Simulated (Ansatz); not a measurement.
Input

```
crystal:
  lattice:
    - [-3.132674, 4.37165, -0.006803]
    - [0.001623, -0.007684, 4.835508]
    - [8.315016, 3.746377, -0.003845]
  atoms:
    - { symbol: Si, position: [0.7719708119, 0.0024199629, 0.7600223964] }
    - { symbol: Si, position: [0.9095490973, 0.67968793, 0.4997073848] }
    - { symbol: Si, position: [0.5776182073, 0.6929563404, 0.9991624603] }
    - { symbol: Si, position: [0.7389958648, 0.2567510727, 0.2465567576] }
    - { symbol: Si, position: [0.2654956672, 0.3645817329, 0.7338410477] }
    - { symbol: O, position: [0.4155973337, 0.9193817166, 0.084579581] }
    - { symbol: O, position: [0.7559148569, 0.768152773, 0.6291784492] }
    - { symbol: O, position: [0.4990980861, 0.0306867296, 0.2358124778] }
    - { symbol: O, position: [0.0278260051, 0.1841475972, 0.7682363699] }
    - { symbol: O, position: [0.7252360174, 0.4361471311, 0.0946093156] }
    - { symbol: O, position: [0.1749891841, 0.5329935676, 0.5772218058] }
    - { symbol: O, position: [0.9987567715, 0.0531638616, 0.2782549668] }
    - { symbol: O, position: [0.5124117237, 0.1823309479, 0.7200447401] }
    - { symbol: O, position: [0.7333580395, 0.477738922, 0.3802574437] }
    - { symbol: O, position: [0.3436556591, 0.5829769944, 0.8717626123] }
    - { symbol: O, position: [0.9751501104, 0.9908254486, 0.4346668789] }
    - { symbol: O, position: [0.786251865, 0.850671612, 0.9212635751] }
basis:
  ecutwfc: 420
kpoints:
  mp_grid: { grid: [4, 5, 3] }
hamiltonian:
  xc: pbe
scf:
  occupations: { method: gaussian, width: 0.02 }
  n_extra_bands: 8
output:
  forces: true
  stress: true
  eigenvalues: true
  populations: true
  dos:
    method: { smearing: { sigma: 0.1, scheme: gaussian } }
    projected: true
    de: 0.02
  write_density: true
  write_potential: true
  elf: true
  volumetric_format: npy
```

Run with:

```sh
ansatz run input.yaml --threads 4 --pin off --max-ram 9216MiB --backend cpu --events-out ev --progress --plain --runs-dir out
```

Below, planes, directions and counts refer to the conventional cell (a = 4.84 Å, b = 5.38 Å, c = 9.12 Å, α = 101.37°, β = 90.04°, γ = 90.16°).

Space group P1; a generated structure, not necessarily the stable one.

Method: DFT PBE, scalar-relativistic, plane waves, PAW (Ansatz).

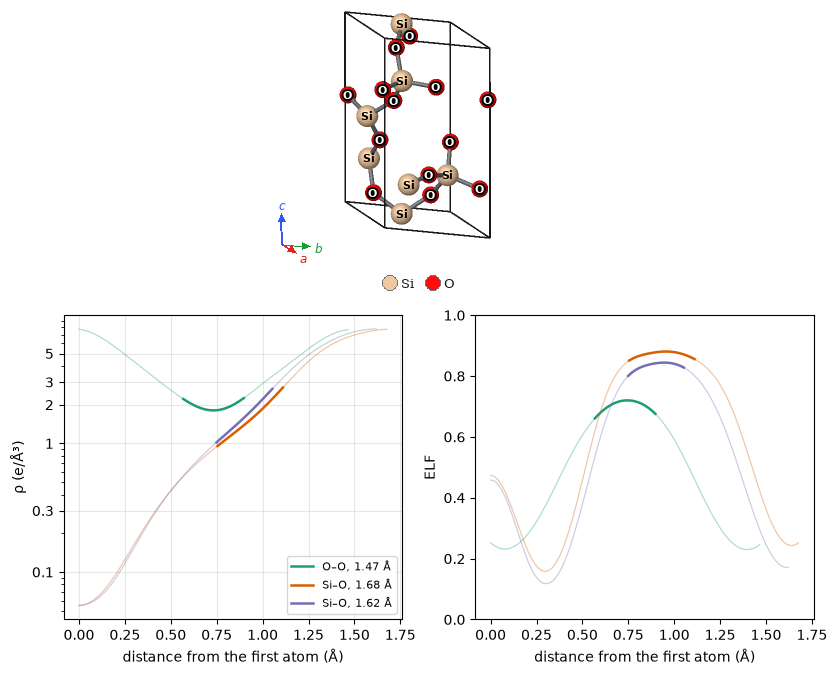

Si5O12. Valence pseudo-density and ELF along straight lines between neighbouring atoms. Thin, pale parts lie inside the atomic spheres. The structure is drawn too.

Core electrons are frozen (PAW), and the valence fields are smoothed inside the atomic spheres.

> What can be read from the curves?

O–O (1.47 Å): ρ at the midpoint is about 1.8 e/Å³; the ELF peaks at about 0.70 between the atoms.
Si–O (1.68 Å): ρ at the midpoint is about 1.2 e/Å³; the ELF peaks at about 0.90 between the atoms (a shared but strongly polarised pair).
Si–O (1.62 Å): the density is about 1.2 e/Å³ at the midpoint; the ELF peaks at about 0.85 between the atoms: a short, strongly polar bond.
